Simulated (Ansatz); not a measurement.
ZrS2 (slab)

Input file:

```
crystal:
  lattice:
    - [7.2700393928, 0.0, 0.0]
    - [-3.6350196964, 6.2960388007, 0.0]
    - [0.0, 0.0, 23.1745087726]
  atoms:
    - { symbol: S, position: [0.3333333333, 0.1666666667, 0.3452068856] }
    - { symbol: S, position: [0.3333333333, 0.6666666667, 0.3452068856] }
    - { symbol: S, position: [0.8333333333, 0.1666666667, 0.3452068856] }
    - { symbol: S, position: [0.8333333333, 0.6666666667, 0.3452068856] }
    - { symbol: Zr, position: [-5.35989e-05, -9.26661e-05, 0.408266741] }
    - { symbol: Zr, position: [-5.22912e-05, 0.4998664086, 0.4083948017] }
    - { symbol: Zr, position: [0.5000519851, 8.8365e-06, 0.4084012846] }
    - { symbol: Zr, position: [0.4999245222, 0.4999681836, 0.4084643122] }
    - { symbol: S, position: [0.1664723066, 0.3330523032, 0.4714961094] }
    - { symbol: S, position: [0.1664111202, 0.8333187116, 0.4714367866] }
    - { symbol: S, position: [0.6666693662, 0.333247092, 0.4716282518] }
    - { symbol: S, position: [0.6668003424, 0.8333807481, 0.4715224328] }
basis:
  ecutwfc: 420
kpoints:
  mp_grid: { grid: [3, 3, 1] }
hamiltonian:
  xc: pbe
  dispersion: d3bj
scf:
  occupations: { method: gaussian, width: 0.05 }
output:
  forces: true
  eigenvalues: true
  write_density: true
  volumetric_format: npy
efield:
  axis: 3
  dipole_correction: true
  ramp_width: 0.04
```

Command:

```sh
ansatz run input.yaml --threads 2 --pin off --max-ram 6144MiB --backend cpu --events-out ev --progress --plain --runs-dir out
```

Computed with DFT PBE+D3(BJ), scalar-relativistic, plane waves, PAW in Ansatz 0.2.0.

### Predict the valence pseudo-density between the atoms.

Zr–S (2.56 Å): ρ is about 0.44 e/Å³ halfway.

### Does the calculation give a band gap?

It is gapped, with a Kohn–Sham gap of 1.1 eV on the k-point mesh, an upper bound to the gap of this method.

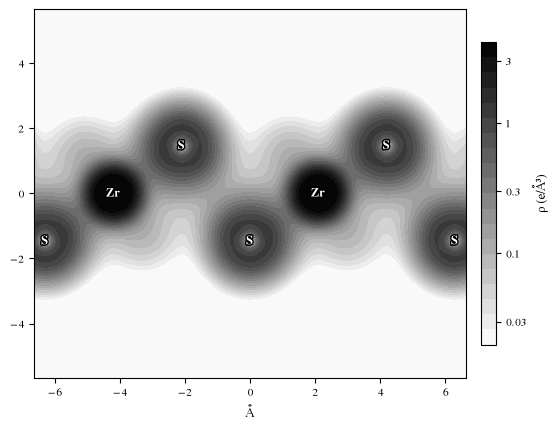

Computed valence pseudo-density on the (110) plane of the calculation cell, a cut from vacuum to vacuum. 
